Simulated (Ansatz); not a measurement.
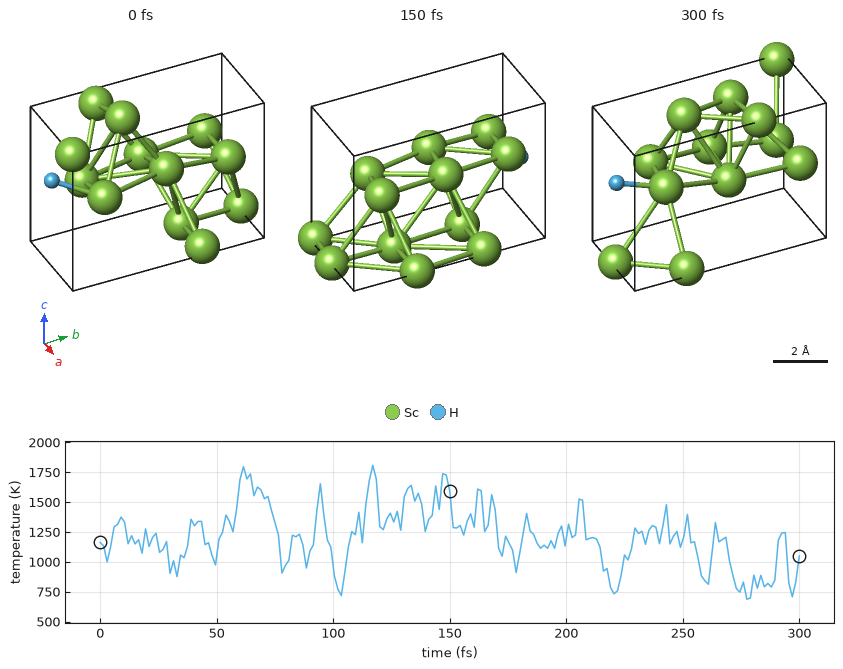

Molecular dynamics of Sc with an interstitial H (13 atoms in the cell), 300 fs long. It starts from the last geometry of an earlier run, with fresh velocities. Frames and the history of the run. Style: ball-and-stick. Shown: the simulation cell, slightly off an axis. Atoms that leave the cell re-enter on the other side. Bonds to atoms that aren't drawn are left out.

These are results of DFT PBEsol, scalar-relativistic, plane waves, PAW (Ansatz 0.2.0), not measurements. Set-up: plane-wave cutoff 420 eV; k-point mesh 2 × 1 × 2; Fermi-Dirac smearing 0.15 eV; low-accuracy preset; Langevin thermostat (NVT); set temperature 1260 K; time step 1.5 fs; friction 0.05 per fs.

What do the frames and curves show?

The mean temperature in the second half is 1130 K (standard deviation 221 K). The potential energy is still drifting at the end, so the run hasn't reached equilibrium. The potential energy in the second half lies on average 33.0 meV per atom above the first frame. Root-mean-square distances from the starting positions over the second half, with the common drift of all atoms taken out: H 0.69 Å, Sc 0.46 Å. Against the typical shortest distance between atoms in the first frame, about 3.0 Å these are wide excursions, but the first-neighbour bonds of the start all hold: the network flexes, or its layers or units shift against each other, without breaking. The time step of 1.5 fs is long for the fastest vibrations here (lightest element hydrogen).

Limits of the set-up: the k-point mesh is coarse for a cell with partly filled bands; the program's low-accuracy preset was used; the periodic images lie only 5.3 Å apart, so the values are limited by the cell's size.

Cost: 11 min on 1 thread of Intel(R) Xeon(R) Platinum 8488C (Sapphire Rapids) (shared host), peak memory 0.72 GiB.
